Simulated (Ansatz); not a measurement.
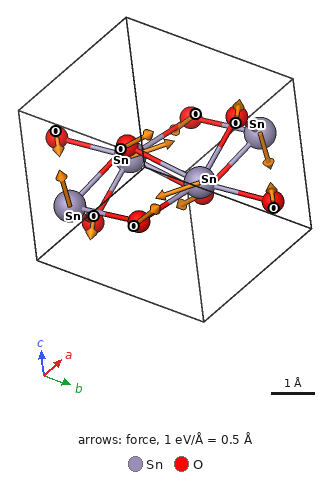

Starting geometry of a crystal of SnO2 (built on the monoclinic host type) with the computed forces as orange arrows. Style: ball-and-stick. Shown: the cell of the calculation, from a free direction.

Theory: DFT, PBE, plane waves, PAW in Ansatz 0.2.0.

Input file:
```yaml
crystal:
  lattice:
    - [4.59401965, 0.0, 0.0]
    - [0.0, 4.64494504, 0.0]
    - [-0.79014512, 0.0, 4.69211806]
  atoms:
    - { symbol: Sn, position: [0.27613578, 0.45806468, 0.70790733] }
    - { symbol: Sn, position: [0.72386422, 0.95806468, 0.79209267] }
    - { symbol: Sn, position: [0.72386422, 0.54193532, 0.29209267] }
    - { symbol: Sn, position: [0.27613578, 0.04193532, 0.20790733] }
    - { symbol: O, position: [0.44799782, 0.74252595, 0.97857799] }
    - { symbol: O, position: [0.55200218, 0.24252595, 0.52142201] }
    - { symbol: O, position: [0.55200218, 0.25747405, 0.02142201] }
    - { symbol: O, position: [0.44799782, 0.75747405, 0.47857799] }
    - { symbol: O, position: [0.06836078, 0.33075888, 0.34625278] }
    - { symbol: O, position: [0.93163922, 0.83075888, 0.15374722] }
    - { symbol: O, position: [0.93163922, 0.66924112, 0.65374722] }
    - { symbol: O, position: [0.06836078, 0.16924112, 0.84625278] }
kpoints:
  mp_grid: { grid: [6, 6, 6] }
hamiltonian:
  xc: pbe
scf:
  occupations: { method: fermi_dirac, width: 0.02 }
relax:
  f_tol: 0.005
  cell: {}
```

Q: Is this structure relaxed? If not, where do the atoms go?

A: It isn't relaxed: the largest force vector, on Sn atoms, is 2.24 eV/Å. The final displacements have little in common with the starting forces (cosine between the two patterns −0.09). The largest moves relative to the cell, 0.53 Å, are those of O5, O6, O7 and O8. O5 goes along [−1 1 −3]. By element the largest moves are O 0.53 Å, Sn 0.35 Å. The drawn cell changes as follows: a 4.594 → 5.305 Å (+15.5 %), b 4.645 → 4.790 Å (+3.1 %), c 4.758 → 5.824 Å (+22.4 %), β 99.6° → 90.0°; the volume changes by +47.8 %. Near-neighbour distances that change, for instance: Sn1–O7 2.018 → 3.365 Å, Sn1–O11 1.843 → 2.088 Å, Sn1–O12 1.831 → 2.064 Å, Sn1–O9 1.917 → 2.135 Å. Bonds break: Sn1–O7 (2.02 → 3.37 Å), Sn2–O8 (2.02 → 3.37 Å), Sn3–O5 (2.02 → 3.37 Å), Sn4–O6 (2.02 → 3.37 Å). Bond angles that change, for instance: O7–Sn3–O8 115.7° → 93.8°, Sn1–O6–Sn2 106.0° → 126.5°, Sn3–O9–Sn4 145.7° → 126.5°. The space group (tolerance 0.01 Å) goes from P2_1/c (No. 14) to Pbcn (No. 60). The energy falls by 1326 meV per atom in 16 accepted moves (20 points after the start). The largest force component goes from 2 to 0.00018 eV/Å. Pressure: 150.93 GPa at the start and 0.00 GPa at the end. The SCF was repeated 4 times at an unchanged geometry on a basis and grid sized afresh for the cell, which shifted the energy by 119 meV per atom at most. Cost: 4.5 min on 1 × NVIDIA H100 80GB HBM3 with 2 threads of AMD EPYC 7R13 Processor (Zen 3), on a shared host, peak memory 1.4 GiB.
